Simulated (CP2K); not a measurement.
# A series of single points on P

System: P (R-3m, 2 atoms in the cell).
Method: Kohn-Sham DFT of a periodic cell, PBE, GTH-PBE with UZH-TZVP basis, no spin polarisation (CP2K 2026.2).

The 6 runs differ only in the geometry, by an even scaling of the cell at fixed fractional positions. The structure derives from a Materials Project entry.

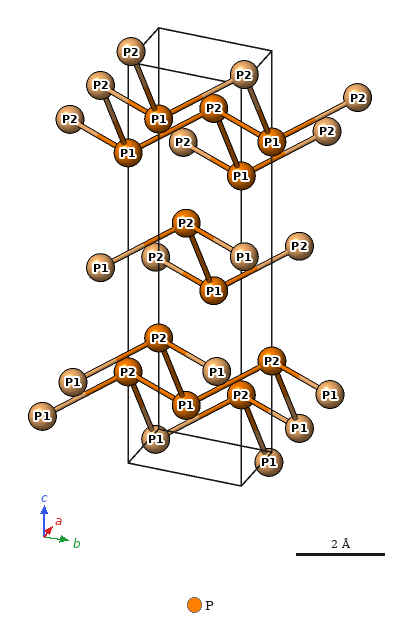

Figure 1. The structure of run 4 (ball-and-stick view of the cell 3 times as large as that of the calculation, set on its symmetry axes, seen at an oblique angle; neighbours outside the cell are drawn fainter; atoms are numbered from 1 in the order of the input).

## Input of run 4
```
&GLOBAL
  PROJECT p_eos
  RUN_TYPE ENERGY_FORCE
  PRINT_LEVEL LOW
&END GLOBAL
&FORCE_EVAL
  METHOD QS
  STRESS_TENSOR ANALYTICAL
  &DFT
    BASIS_SET_FILE_NAME BASIS_MOLOPT_UZH
    POTENTIAL_FILE_NAME POTENTIAL_UZH
    WFN_RESTART_FILE_NAME previous-RESTART.kp
    &MGRID
      CUTOFF 450
      REL_CUTOFF 60
      NGRIDS 5
    &END MGRID
    &QS
      METHOD GPW
      EPS_DEFAULT 1.0E-10
    &END QS
    &KPOINTS
      SCHEME MONKHORST-PACK 9 9 9
      GAMMA_CENTERED T
      SYMMETRY T
      SYMMETRY_BACKEND SPGLIB
    &END KPOINTS
    &SCF
      SCF_GUESS RESTART
      EPS_SCF 1.0E-6
      MAX_SCF 100
      ADDED_MOS 10
      CHOLESKY OFF
      EPS_EIGVAL 1.0E-7
      &DIAGONALIZATION ON
        ALGORITHM STANDARD
      &END DIAGONALIZATION
      &MIXING ON
        METHOD BROYDEN_MIXING
        ALPHA 0.4
        BETA 1.5
        NBUFFER 8
      &END MIXING
      &SMEAR ON
        METHOD FERMI_DIRAC
        ELECTRONIC_TEMPERATURE [K] 580.226
      &END SMEAR
    &END SCF
    &XC
      &XC_FUNCTIONAL
        &GGA_X_PBE
        &END GGA_X_PBE
        &GGA_C_PBE
        &END GGA_C_PBE
      &END XC_FUNCTIONAL
    &END XC
    &PRINT
      &KPOINTS ON
      &END KPOINTS
      &MULLIKEN ON
      &END MULLIKEN
      &MO ON
        ENERGIES T
        OCCUPATION_NUMBERS T
        &EACH
          QS_SCF 0
        &END EACH
        ADD_LAST NUMERIC
      &END MO
    &END PRINT
  &END DFT
  &SUBSYS
    &CELL
      A 3.7347918519 0.0000000000 0.0000000000
      B 2.1187957393 3.0756096618 0.0000000000
      C 2.1187957392 1.1132640532 2.8670573660
      PERIODIC XYZ
    &END CELL
    &COORD
      SCALED
      P   0.7729197500 0.7729197500 0.7729197500
      P   0.2270802500 0.2270802500 0.2270802500
    &END COORD
    &KIND P
      BASIS_SET TZVP-MOLOPT-PBE-GTH-q5
      POTENTIAL GTH-PBE-q5
    &END KIND
    &PRINT
      &ATOMIC_COORDINATES ON
      &END ATOMIC_COORDINATES
      &CELL ON
      &END CELL
    &END PRINT
  &END SUBSYS
  &PRINT
    &FORCES ON
    &END FORCES
    &STRESS_TENSOR ON
    &END STRESS_TENSOR
  &END PRINT
&END FORCE_EVAL
```

Command:
```bash
OMP_NUM_THREADS=1 cp2k.psmp -i p_eos.inp -o p_eos.out
```

Lattice vectors (Å) and fractional positions of run 4:
```
   3.734792    0.000000    0.000000
   2.118796    3.075610    0.000000
   2.118796    1.113264    2.867057
P   0.772920  0.772920  0.772920
P   0.227080  0.227080  0.227080
```

Run 2 differs from it as follows:
```diff
-      A 3.7347918519 0.0000000000 0.0000000000
-      B 2.1187957393 3.0756096618 0.0000000000
-      C 2.1187957392 1.1132640532 2.8670573660
+      A 3.6600758846 0.0000000000 0.0000000000
+      B 2.0764084044 3.0140808912 0.0000000000
+      C 2.0764084043 1.0909927717 2.8097007654
```

## Results, with one run withheld

| run | volume per atom (Å³) | free energy per atom, from the lowest run given (meV) | pressure (GPa) |
| --- | --- | --- | --- |
| 1 | 15.175 | 36.79 | 9.09 |
| 2 | 15.498 | ? | ? |
| 3 | 15.821 | 9.91 | 4.40 |
| 4 | 16.467 | 0.00 | 0.62 |
| 5 | 16.789 | 0.44 | −1.03 |
| 6 | 17.112 | 4.05 | −2.53 |

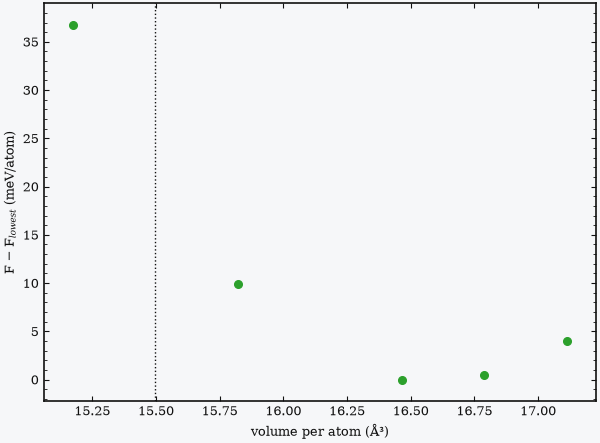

Figure 2. Free energy per atom of the runs given; the dotted line marks run 2.

Fit the runs given and predict run 2.

A cubic polynomial in V^(−2/3) (the Birch–Murnaghan form), fitted to the 5 runs given, misses them by under 0.01 meV per atom. With x = V^(−2/3) − 0.15589 Å⁻², it reads F = 1.6673 + 1785.8 x + 4.2139e+05 x² − 89325 x³ (meV per atom). At run 2 it gives 21.02 meV per atom, and the run itself gives 20.97. The slope of the fit gives a pressure −dF/dV of 6.63 GPa there, and the run prints 6.63 GPa. The fit has its minimum at 16.584 Å³ per atom, where V d²F/dV² gives 85.7 GPa. Cell shape and fractional positions are held, so this is the stiffness under even scaling; the relaxed bulk modulus wasn't computed.

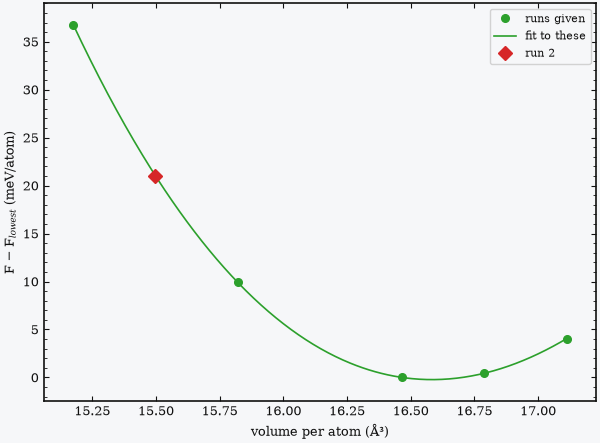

Figure 3. The fit and the withheld run.

## Some lines of the output (run 2)
```
[...]
  Step     Update method      Time    Convergence         Total energy    Change
  Fermi energy:                                                 0.35047199789864
  Total energy:                                               -13.17116494243822
  Total energy (extrapolated to T->0):                        -13.17112397505164
 MO| E(Fermi):            0.350472 a.u.          9.536828 eV
 MO| Band gap:            0.195248 a.u.          5.312977 eV
 MO| Band gap:            0.211410 a.u.          5.752749 eV
 MO| Band gap:            0.235476 a.u.          6.407625 eV
 MO| Band gap:            0.222743 a.u.          6.061157 eV
 MO| Band gap:            0.217489 a.u.          5.918180 eV
 MO| Band gap:            0.157824 a.u.          4.294605 eV
 MO| Band gap:            0.189564 a.u.          5.158300 eV
 MO| Band gap:            0.241696 a.u.          6.576877 eV
 MO| Band gap:            0.220808 a.u.          6.008505 eV
```
